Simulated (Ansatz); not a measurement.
# TiAl: lattice vibrations

How does the lattice vibrate, and how do the modes shift with volume? Displacements sample a 2×2×2 mesh. Runs: reference run (LAPW); volume scaled by 0.970 (LAPW); volume scaled by 1.030 (LAPW); mode Grüneisen parameters (LAPW). Companion runs by PAW are cited.

Computed with Ansatz 0.2.0 (DFT LDA, all-electron LAPW, scalar-relativistic unless said, unless a step's input says otherwise).

## 1. The structure to begin with

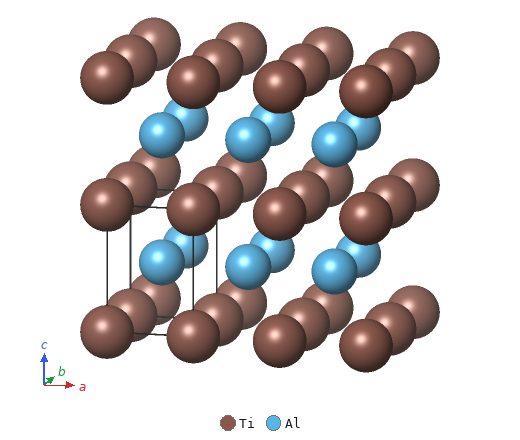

The starting structure, seen slightly off an axis (titanium brown, aluminium blue). 3×2×2 cells are drawn. Atoms on the faces are drawn again on the opposite ones.

Structure file:

```xyz
2
Lattice="2.7659 0.0000 0.0000 0.0000 2.7659 0.0000 0.0000 0.0000 4.0045" Properties=species:S:1:pos:R:3 pbc="T T T"
Ti    0.0000    0.0000    0.0000
Al    1.3829    1.3829    2.0022
```

Cartesian axes are those of the input's lattice vectors. The structure goes back to a database entry.

## 2. Reference run, LAPW

The input, input.yaml:

```yaml
crystal:
  lattice:
    - [2.76587633058, 0.0, 0.0]
    - [0.0, 2.76587633058, 0.0]
    - [0.0, 0.0, 4.00445255785]
  atoms:
    - { symbol: Ti, position: [0.0, 0.0, 0.0] }
    - { symbol: Al, position: [0.5, 0.5, 0.5] }
kpoints:
  mp_grid: { grid: [14, 14, 10] }
scf:
  occupations: { method: fermi_dirac, width: 0.1 }
hamiltonian:
  xc: lda
  pseudopotentials: { kind: all_electron, lapw: { basis_error: 0.001 } }
phonons:
  qmesh: [2, 2, 2]
  qpath:
    path:
      - [0.0, 0.0, 0.0]
      - [0.0, 0.5, 0.0]
      - [0.5, 0.5, 0.0]
      - [0.0, 0.0, 0.0]
      - [0.0, 0.0, 0.5]
      - [0.0, 0.5, 0.5]
      - [0.5, 0.5, 0.5]
      - [0.0, 0.0, 0.5]
      - [0.0, 0.5, 0.0]
    npoints: 6
  temperatures: { t_min: 0, t_max: 1000, t_step: 100 }
```

The run is started by

```
> ansatz run input.yaml --threads 1 --pin off --max-ram 3072MiB --backend cpu --events-out ev --progress --plain --runs-dir out
```

Output, shortened:

```text
LAPW: plane waves up to 8.181 Å⁻¹, error target 1.0e-3 eV per atom; small_component_spin mean_spin; Al in spheres of 1.341 Å, 11 of its electrons in bands, Dirac shells []; Ti in spheres of 1.341 Å, 12 of its electrons in bands, Dirac shells [] (how accurate: [...]
Pseudopotentials: kind: all_electron
Pseudopotential: Ti, LAPW, valence charge 12, lapw/all_electron/scalar/gaussian/Ti, Koelling and Harmon's equation, gaussian nucleus
Pseudopotential: Al, LAPW, valence charge 11, lapw/all_electron/scalar/gaussian/Al, Koelling and Harmon's equation, gaussian nucleus
Functional definition: SPW92
[...]
Crystal: 8 atoms, lattice volume = 122.537 Å³
Basis set: ecut = 255.00631142299628 eV, 1113 PW (Γ), exchange–correlation at level 2
Bands: 64, of which v1, the nominal top of the filled ones, is band 46 counted from 1 (45 counted from 0)
Symmetry: 32 space group operations
k-points: 96 of 490
[...]
SCF iter   1: F=—  HF=-119072.389276 eV  |F-HF|=—  |Δ(HF+E_count)|=         —  Δρ=2.27e-2  dr2=8.61e-1  ethr=9.35e-4  ⟨swp⟩=2.4  Hψ=41748  notcnv=0
[...]
the basis was enlarged: its passes take 348.0 KiB over the memory plan, 1 of 1 planned eigensolver slots
[...]
the search or the solves at the SCF's close seem to have found levels that the self-consistency loop had missed (the run counts 2). By its estimate they hold under 1e-12 electrons; where the run keeps them, the occupations were computed again with them
[...]
  symmetry images taken by strict's conditions (phonons.symmetry_images: auto; settled by no image being taken that strict refuses)
  supercell 2 (4 cells, vectors [1, -1, 0], [0, 2, 0], [0, 0, 2] in multiples of the cell's): 2 displaced members by 0.01 Å; free energy -119071.640970 eV; taken off its force constants: by the sum rule 7.1e-4, by the symmetrisation 1.7e-4 eV/Å²; Γ matrix within 3.3e-4 eV/Å² of supercell 1's
  symmetry images taken by strict's conditions (phonons.symmetry_images: auto; settled by no image being taken that strict refuses)
  q = [0.0000, 0.0000, 0.0000] (star 1, supercell 1; hermiticity 2.46e-17, symmetrization 6.59e-5): 0.00 0.00 0.00 272.91 272.91 316.38
  q = [0.0000, 0.0000, -0.5000] (star 1, supercell 1; hermiticity 8.61e-17, symmetrization 6.50e-5): 155.34 185.45 185.45 219.40 219.40 296.97
  q = [0.0000, -0.5000, 0.0000] (star 2, supercell 1; hermiticity 1.10e-16, symmetrization 4.92e-17): 153.41 221.68 223.94 269.73 301.13 317.80
  q = [0.0000, -0.5000, -0.5000] (star 2, supercell 1; hermiticity 1.32e-16, symmetrization 1.23e-17): 160.47 168.67 212.45 225.40 335.67 340.53
  q = [-0.5000, -0.5000, 0.0000] (star 1, supercell 2; hermiticity 1.44e-16, symmetrization 3.66e-16): 283.22 283.22 295.54 312.37 335.34 335.34
  q = [-0.5000, -0.5000, -0.5000] (star 1, supercell 2; hermiticity 1.85e-16, symmetrization 3.53e-16): 112.52 270.35 270.35 306.79 306.79 315.93
  joined force constants: q→R imaginary residual 1.60e-17
  density of states and harmonic sums: on the 22×22×16 q-mesh, interpolated from the force constants of a 2×2×2 supercell (no non-analytic term)
  largest difference from the sums on the solved wave vectors: F 5.69e-2 eV, S 8.92e-5 and C_V 3.23e-5 eV/K
[...]
```

Wall time 27 min (1 thread of Intel Xeon 6975P-C (Granite Rapids), shared host); peak memory 2.3 GiB.

Wavenumbers in cm⁻¹ (negative: unstable):

| q | modes |
| --- | --- |
| Γ | 0.0 0.0 0.0 272.9 272.9 316.4 |
| X | 153.4 221.7 223.9 269.7 301.1 317.8 |
| M | 283.2 283.2 295.5 312.4 335.3 335.3 |
| Z | 155.3 185.4 185.4 219.4 219.4 297.0 |
| R | 160.5 168.7 212.4 225.4 335.7 340.5 |
| A | 112.5 270.4 270.4 306.8 306.8 315.9 |

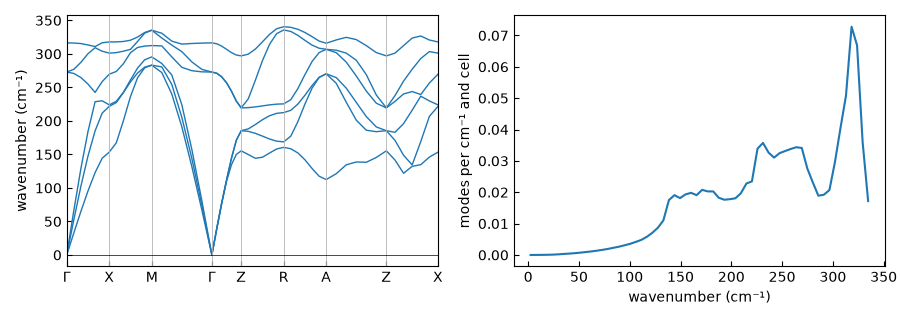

Dispersion, interpolated between the points of the mesh, and density of states.

| T (K) | F (eV/cell) | S (k_B/atom) | C_V (k_B/atom) |
| --- | --- | --- | --- |
| 0 | 0.0910 | 0.00 | 0.00 |
| 100 | 0.0883 | 0.56 | 1.23 |
| 200 | 0.0677 | 1.81 | 2.31 |
| 300 | 0.0273 | 2.83 | 2.66 |
| 400 | -0.0286 | 3.62 | 2.80 |
| 500 | -0.0966 | 4.25 | 2.87 |
| 600 | -0.1745 | 4.78 | 2.91 |
| 700 | -0.2609 | 5.23 | 2.93 |
| 800 | -0.3544 | 5.62 | 2.95 |
| 900 | -0.4544 | 5.97 | 2.96 |
| 1000 | -0.5600 | 6.28 | 2.97 |

## 3. Volume scaled by 0.970, LAPW

input.yaml: that of step 2 with these lines changed.

```diff
@@ -2,5 +2,5 @@
   lattice:
-    - [2.76587633058, 0.0, 0.0]
-    - [0.0, 2.76587633058, 0.0]
-    - [0.0, 0.0, 4.00445255785]
+    - [2.73793627557, 0.0, 0.0]
+    - [0.0, 2.73793627557, 0.0]
+    - [0.0, 0.0, 3.96400077644]
   atoms:
```

The run is started by

```
> ansatz run input.yaml --threads 1 --pin off --max-ram 3072MiB --backend cpu --events-out ev --progress --plain --runs-dir out
```

Output, shortened:

```text
LAPW: plane waves up to 8.267 Å⁻¹, error target 1.0e-3 eV per atom; small_component_spin mean_spin; Al in spheres of 1.328 Å, 11 of its electrons in bands, Dirac shells []; Ti in spheres of 1.328 Å, 12 of its electrons in bands, Dirac shells [] (how accurate: [...]
[... 4 set-up lines as earlier in the session ...]
[...]
Crystal: 8 atoms, lattice volume = 118.861 Å³
Basis set: ecut = 260.364460586537 eV, 1113 PW (Γ), exchange–correlation at level 2
Bands: 64, of which v1, the nominal top of the filled ones, is band 46 counted from 1 (45 counted from 0)
[... 1 set-up line as earlier in the session ...]
[...]
  q = [0.0000, 0.0000, -0.5000] (star 1, supercell 1; hermiticity 8.80e-17, symmetrization 6.26e-5): 164.01 193.21 193.21 228.55 228.55 311.19
  q = [0.0000, -0.5000, 0.0000] (star 2, supercell 1; hermiticity 1.10e-16, symmetrization 2.35e-62): 160.30 231.30 231.64 282.75 314.86 335.13
  q = [0.0000, -0.5000, -0.5000] (star 2, supercell 1; hermiticity 1.36e-16, symmetrization 6.07e-37): 165.26 174.90 218.22 233.22 354.49 359.38
  q = [-0.5000, -0.5000, 0.0000] (star 1, supercell 2; hermiticity 1.45e-16, symmetrization 6.46e-16): 293.83 293.83 304.83 325.32 354.28 354.28
  q = [-0.5000, -0.5000, -0.5000] (star 1, supercell 2; hermiticity 1.82e-16, symmetrization 3.23e-16): 116.58 283.65 283.65 323.00 323.00 328.45
  joined force constants: q→R imaginary residual 1.64e-17
  density of states and harmonic sums: on the 22×22×16 q-mesh, interpolated from the force constants of a 2×2×2 supercell (no non-analytic term)
  largest difference from the sums on the solved wave vectors: F 5.57e-2 eV, S 8.79e-5 and C_V 3.23e-5 eV/K
[...]
```

Run time: 27 min. Hardware: 1 thread of Intel Xeon 6975P-C (Granite Rapids), shared host; peak memory 2.3 GiB.

Wavenumbers in cm⁻¹ (negative: unstable):

```csv
q,modes
Γ,0.0 0.0 0.0 284.9 284.9 335.0
X,160.3 231.3 231.6 282.8 314.9 335.1
M,293.8 293.8 304.8 325.3 354.3 354.3
Z,164.0 193.2 193.2 228.6 228.6 311.2
R,165.3 174.9 218.2 233.2 354.5 359.4
A,116.6 283.6 283.6 323.0 323.0 328.4
```

## 4. Volume scaled by 1.030, LAPW

input.yaml: that of step 3 with these lines changed.

```diff
@@ -2,5 +2,5 @@
   lattice:
-    - [2.73793627557, 0.0, 0.0]
-    - [0.0, 2.73793627557, 0.0]
-    - [0.0, 0.0, 3.96400077644]
+    - [2.79326302583, 0.0, 0.0]
+    - [0.0, 2.79326302583, 0.0]
+    - [0.0, 0.0, 4.04410318165]
   atoms:
```

The run is started by

```
> ansatz run input.yaml --threads 1 --pin off --max-ram 3072MiB --backend cpu --events-out ev --progress --plain --runs-dir out
```

Output, shortened:

```text
LAPW: plane waves up to 8.099 Å⁻¹, error target 1.0e-3 eV per atom; small_component_spin mean_spin; Al in spheres of 1.355 Å, 11 of its electrons in bands, Dirac shells []; Ti in spheres of 1.355 Å, 12 of its electrons in bands, Dirac shells [] (how accurate: [...]
[... 4 set-up lines as earlier in the session ...]
[...]
Crystal: 8 atoms, lattice volume = 126.214 Å³
Basis set: ecut = 249.9166518067021 eV, 1113 PW (Γ), exchange–correlation at level 2
Bands: 64, of which v1, the nominal top of the filled ones, is band 46 counted from 1 (45 counted from 0)
[... 1 set-up line as earlier in the session ...]
[...]
  q = [0.0000, 0.0000, -0.5000] (star 1, supercell 1; hermiticity 8.43e-17, symmetrization 6.46e-5): 146.91 177.93 177.93 210.53 210.53 283.28
  q = [0.0000, -0.5000, 0.0000] (star 2, supercell 1; hermiticity 1.09e-16, symmetrization 1.47e-36): 146.88 212.05 216.68 257.00 287.93 301.23
  q = [0.0000, -0.5000, -0.5000] (star 2, supercell 1; hermiticity 1.29e-16, symmetrization 1.21e-60): 155.81 162.73 206.56 217.72 317.61 322.47
  q = [-0.5000, -0.5000, 0.0000] (star 1, supercell 2; hermiticity 1.44e-16, symmetrization 5.81e-16): 272.81 272.81 286.52 299.88 317.14 317.14
  q = [-0.5000, -0.5000, -0.5000] (star 1, supercell 2; hermiticity 1.88e-16, symmetrization 3.87e-16): 108.52 257.27 257.27 291.31 291.31 303.80
  joined force constants: q→R imaginary residual 1.55e-17
  density of states and harmonic sums: on the 22×22×16 q-mesh, interpolated from the force constants of a 2×2×2 supercell (no non-analytic term)
  largest difference from the sums on the solved wave vectors: F 5.82e-2 eV, S 9.05e-5 and C_V 3.23e-5 eV/K
[...]
```

It took 28 min on 1 thread of Intel Xeon 6975P-C (Granite Rapids), shared host; peak memory 2.1 GiB.

Wavenumbers in cm⁻¹ (negative: unstable):

```csv
q,modes
Γ,0.0 0.0 0.0 261.3 261.3 298.5
X,146.9 212.1 216.7 257.0 287.9 301.2
M,272.8 272.8 286.5 299.9 317.1 317.1
Z,146.9 177.9 177.9 210.5 210.5 283.3
R,155.8 162.7 206.6 217.7 317.6 322.5
A,108.5 257.3 257.3 291.3 291.3 303.8
```

## 5. Mode Grüneisen parameters, LAPW

These follow from the three phonon runs above, mode by mode: γ = −d ln ω / d ln V.

```
q  wavenumber (cm⁻¹)     γ
Γ           272.9 ×2  1.44
Γ              316.4  1.93
X              153.4  1.46
X              221.7  1.47
X              223.9  1.09
X              269.7  1.59
X              301.1  1.49
X              317.8  1.78
M           283.2 ×2  1.24
M              295.5  1.03
M              312.4  1.36
M           335.3 ×2  1.85
Z              155.3  1.84
Z           185.4 ×2  1.37
Z           219.4 ×2  1.37
Z              297.0  1.57
R              160.5  0.98
R              168.7  1.20
R              212.4  0.91
R              225.4  1.15
R              335.7  1.83
R              340.5  1.81
A              112.5  1.19
A           270.4 ×2  1.63
A           306.8 ×2  1.72
A              315.9  1.30
```

## 6. All runs together

PAW rows come from companion runs at the same settings.

| run | volume (Å³/atom) | lowest on the mesh (cm⁻¹) | highest on the mesh, without the LO shift (cm⁻¹) | zero-point energy (meV/atom) |
| --- | --- | --- | --- | --- |
| reference run, LAPW | 15.317 | 0.0 | 340.5 | 45.5 |
| volume scaled by 0.970, LAPW | 14.858 | 0.0 | 359.4 | 47.5 |
| volume scaled by 1.030, LAPW | 15.777 | 0.0 | 322.5 | 43.5 |
| reference run, PAW | 15.317 | 0.0 | 340.5 | 45.5 |
| volume scaled by 0.970, PAW | 14.858 | 0.0 | 359.3 | 47.6 |
| volume scaled by 1.030, PAW | 15.777 | 0.0 | 322.4 | 43.5 |

Optical modes at Γ (point group 4/mmm), without the LO shift:

| cm⁻¹ | modes | symmetry | active in | moves most |
| --- | --- | --- | --- | --- |
| 272.9 | 2 | Eu | infrared | Al |
| 316.4 | 1 | A2u | infrared | Al |

## 7. What came out

| quantity | value |
| --- | --- |
| highest mode on the mesh, without the LO shift (LAPW) | 341 cm⁻¹ |
| optical modes at Γ | 273 (Eu), 316 (A2u) cm⁻¹ |
| mean Grüneisen parameter at 300 K (LAPW) | 1.43 |

**Reading.** No mode on the mesh is unstable; the highest lies at 341 cm⁻¹ by LAPW. Weighted by heat capacity at 300 K the mean Grüneisen parameter of the sampled modes is 1.43, which points to expansion on heating. PAW differs from LAPW by at most 0.4 cm⁻¹. Each set of modes is computed in the harmonic approximation. Cautions: responses of metals move with mesh and smearing.
